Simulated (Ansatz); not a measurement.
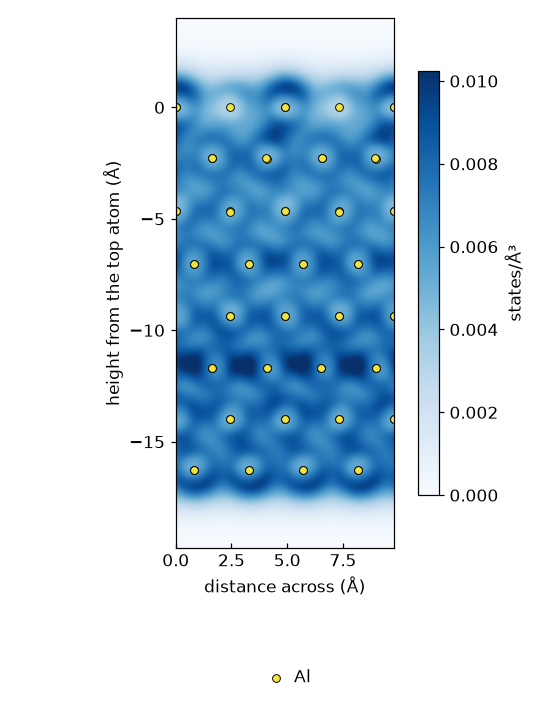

Density of all states between −0.50 and −0.25 eV (zero: the Fermi level) of Al(001) (P6_3/mmc bulk, the cell from a database of computed structures, not from a measurement, 8 atomic planes (those closer than 0.6 Å count as one), 16 Å) with one Al vacancy in a 2 × 2 cell: side view, averaged along the second cell vector.

The picture shows the smooth PAW orbitals' density alone; the shares below count all of it.

Computed with Ansatz, DFT PBE, scalar-relativistic, plane waves, PAW. Cutoff 420 eV, 12 × 12 k-points, Gaussian smearing 0.1 eV, dipole correction. The slab is a cut without reconstruction beyond its cell, at the source's lattice constants, with its lower half held fixed and the rest relaxed. The defects repeat every 5.7 Å and interact, so states at the Fermi level and the work function belong to this dense array. This isn't the element's usual fcc form. No spin polarisation. The run couldn't confirm all of its levels under its output density. The run warns that the functional's potential is rough in the thin density of the vacuum, where the tip is; weak contrasts and barriers may feel it.

Input

```yaml
crystal:
  lattice:
    - [5.65415404, 0.0, 0.0]
    - [-2.82707702, 4.89664104, 0.0]
    - [0.0, 0.0, 36.0754875961]
  atoms:
    - { symbol: Al, position: [0.1666666666, 0.3333333332, 0.2771965306] }
    - { symbol: Al, position: [0.1666666664, 0.833333333, 0.2771965306] }
    - { symbol: Al, position: [0.6666666668, 0.3333333332, 0.2771965306] }
    - { symbol: Al, position: [0.6666666666, 0.833333333, 0.2771965306] }
    - { symbol: Al, position: [0.0, 0.0, 0.3408546606] }
    - { symbol: Al, position: [-2.0e-10, 0.4999999998, 0.3408546606] }
    - { symbol: Al, position: [0.5000000002, 0.0, 0.3408546606] }
    - { symbol: Al, position: [0.5, 0.4999999998, 0.3408546606] }
    - { symbol: Al, position: [0.3333333334, 0.1666666666, 0.4045128002] }
    - { symbol: Al, position: [0.3333333332, 0.6666666664, 0.4045128002] }
    - { symbol: Al, position: [0.8333333336, 0.1666666666, 0.4045128002] }
    - { symbol: Al, position: [0.8333333334, 0.6666666664, 0.4045128002] }
    - { symbol: Al, position: [0.0, 0.0, 0.4681709302] }
    - { symbol: Al, position: [-2.0e-10, 0.4999999998, 0.4681709302] }
    - { symbol: Al, position: [0.5000000002, 0.0, 0.4681709302] }
    - { symbol: Al, position: [0.5, 0.4999999998, 0.4681709302] }
    - { symbol: Al, position: [0.1665843182, 0.333292159, 0.5336497389] }
    - { symbol: Al, position: [0.1666666664, 0.833333333, 0.5338442228] }
    - { symbol: Al, position: [0.666707841, 0.333292159, 0.5336497389] }
    - { symbol: Al, position: [0.6667078408, 0.8334156814, 0.5336497389] }
    - { symbol: Al, position: [0.0009930059, -0.0009930059, 0.5995230198] }
    - { symbol: Al, position: [0.0009930057, 0.5019860117, 0.5995230198] }
    - { symbol: Al, position: [0.4980139883, -0.0009930059, 0.5995230198] }
    - { symbol: Al, position: [0.5, 0.4999999998, 0.5980895393] }
    - { symbol: Al, position: [0.3362621578, 0.1725243154, 0.6648551794] }
    - { symbol: Al, position: [0.3362621576, 0.6637378419, 0.6648551794] }
    - { symbol: Al, position: [0.8333333336, 0.1666666666, 0.6635501968] }
    - { symbol: Al, position: [0.8274756846, 0.6637378419, 0.6648551794] }
    - { symbol: Al, position: [0.0003067767, -0.0003067767, 0.7282993282] }
    - { symbol: Al, position: [0.0003067764, 0.5006135531, 0.7282993282] }
    - { symbol: Al, position: [0.4993864469, -0.0003067767, 0.7282993282] }
basis:
  ecutwfc: 420.0
  fft_grid_basis: typed
kpoints:
  mp_grid: { grid: [12, 12, 1] }
hamiltonian:
  xc: pbe
  pseudopotentials: { kind: paw }
scf:
  occupations: { method: gaussian, width: 0.1 }
output:
  forces: true
  eigenvalues: true
  band_densities:
    - { e_range: [-2.0, -1.0] }
    - { e_range: [-1.0, -0.5] }
    - { e_range: [-0.5, -0.25] }
    - { e_range: [-0.25, 0.0] }
    - { e_range: [0.0, 0.25] }
    - { e_range: [0.25, 0.5] }
    - { e_range: [0.5, 1.0] }
    - { e_range: [1.0, 1.5] }
  band_residual_tolerance: 1.0e-05
  write_potential: true
  elf: true
  write_density: true
  volumetric_format: npy
efield:
  axis: 3
  dipole_correction: true
  ramp_width: 0.04
checkpoint:
  read: start.run
  write: ck
  compress: false
  write_wavefunctions: false
  write_every: 100000
```

Launched as:

```sh
ansatz run input.yaml --threads 4 --pin off --max-ram 8847MiB --backend cpu --events-out ev --progress --plain --runs-dir out
```

This last single point, started from the relaxation's saved density, took 65 s on 4 threads of Arm Neoverse V2, on a shared host, peak memory 2.4 GiB.

**How is this energy window spread over the atomic planes?**

The window holds 3.9 states per cell. Shares by plane (space cut midway between planes), top to bottom: Al (3 atoms) 12 %, Al (4 atoms) 12 %, Al (4 atoms) 11 %, Al (4 atoms) 12 %, Al (4 atoms) 11 %, Al (4 atoms) 14 %, Al (4 atoms) 12 %, Al (4 atoms) 15 %; the outer planes' shares include the vacuum, and density in a gap between layers is shared out between the planes on either side.
